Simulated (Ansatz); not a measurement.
## Electronic structure of TaN in real space

```
Ta N
1.0
     5.23928    0.00000    0.00000
    -2.61964    4.53735    0.00000
     0.00000    0.00000    2.90478
Ta N
3 3
Direct
  0.00000 0.00000 0.00000
  0.33333 0.66667 0.50000
  0.66667 0.33333 0.50000
  0.50000 0.00000 0.00000
  0.50000 0.50000 0.00000
  0.00000 0.50000 0.00000
```

Space group P6/mmm.

The calculation used DFT r2SCAN, scalar-relativistic, plane waves, PAW (Ansatz).

Core electrons are frozen (PAW), and the valence fields are smoothed inside the atomic spheres.

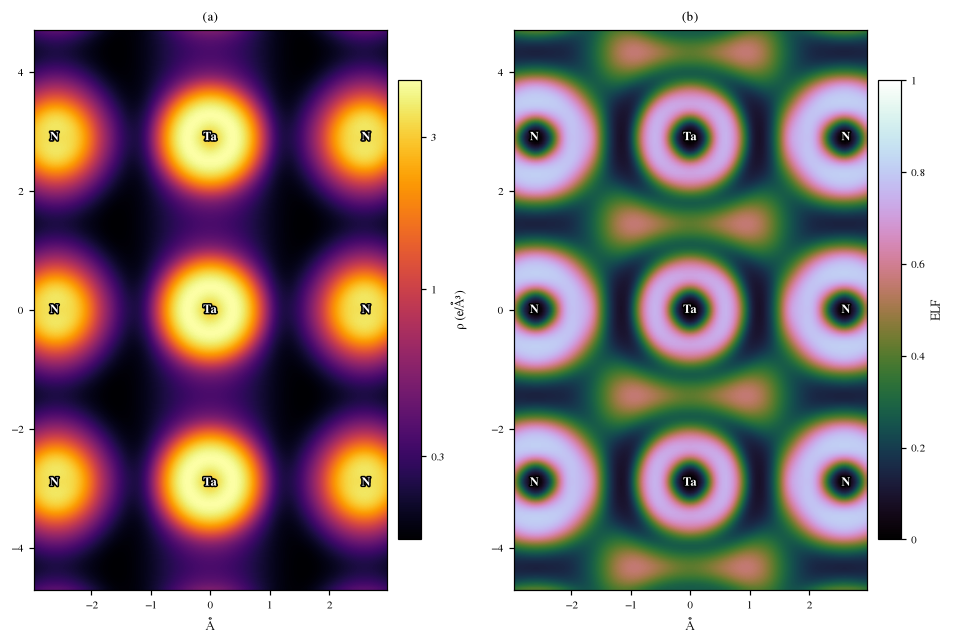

Figure 1. (a) valence electron density; (b) ELF on the (100) plane of the conventional cell.

### Describe what can be read from this map.

The plane passes through Ta and N nuclei.
Ta–Ta (2.90 Å): ρ is about 0.34 e/Å³ halfway; the ELF is about 0.40 at the midpoint.
Between the atoms the lowest density in this plane is 0.17 e/Å³.
The features right at Ta lie inside the PAW spheres, where the map follows smoothed inner orbitals and isn't to be read closely.

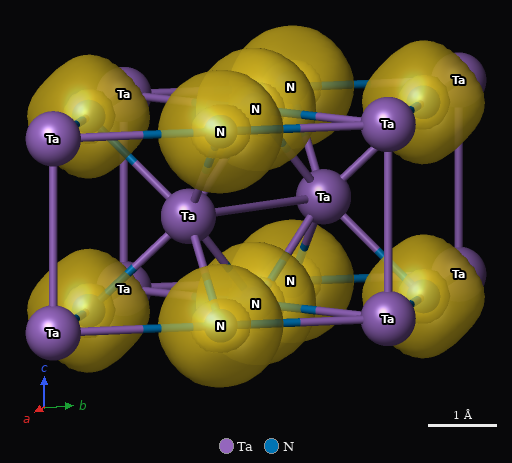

Figure 2. Isosurface of the ELF at 0.65 (yellow), seen slightly off an axis. Core shells and regions of very low density are left out. Sticks mark near contacts.

### Where are the electrons localised?

At this value the surface marks out three regions wrapped around N (the valence shell of each), counted in one cell of 6 atoms. Any copies at cell faces, edges or corners count once. Along the contacts the grid gives the following. Ta–N (2.10 Å): the ELF peaks at about 0.85 in the valence shell of N, 0.6 Å from its nucleus, and is about 0.25 at the midpoint; no localised pair shows between them.

### Does the calculation make it a metal, or give it a gap?

It is metallic or semimetallic at this level of theory: no gap opens; semilocal functionals without U, or without the true magnetic order, often close the gap of such compounds.
